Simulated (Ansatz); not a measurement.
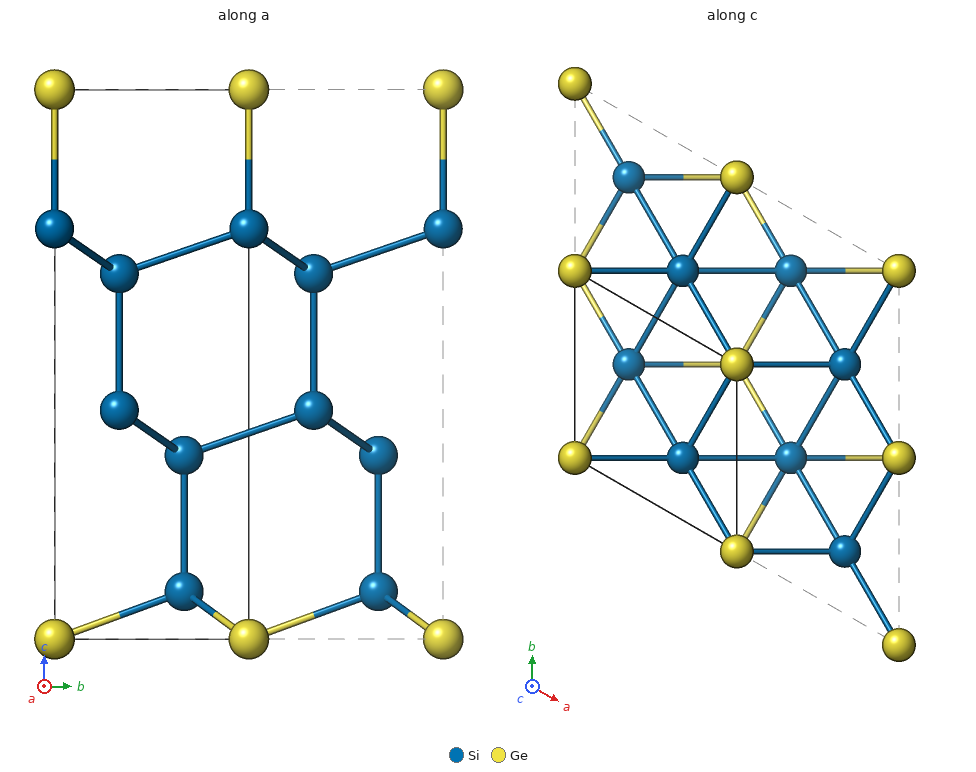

We look at a ball-and-stick model of the crystal along the a axis and along the c axis. Shown are 2×2×1 repeats of the conventional unit cell, one of them outlined in solid lines.

Si₅Ge, space group P3m1 (No. 156), a = 3.87 Å, b = 3.87 Å, c = 9.48 Å, α = 90.00°, β = 90.00°, γ = 120.00°.

Results below were computed with Ansatz, difference of finished runs, DFT, r2SCAN, plane waves, PAW; the settings were wavefunction cutoff 500 eV.

**What does the calculation say: metal or gapped?**

A semiconductor at this level, with a gap of 0.73 eV.

Its origin is a structure type filled with these elements by a generator (whether the compound takes this form wasn't checked). Earlier steps of the study, as a rule a relaxation of our own, may have changed the cell and positions, so they can lie some per cent off the listed ones. Ansatz was used for an electronic-structure calculation on it.
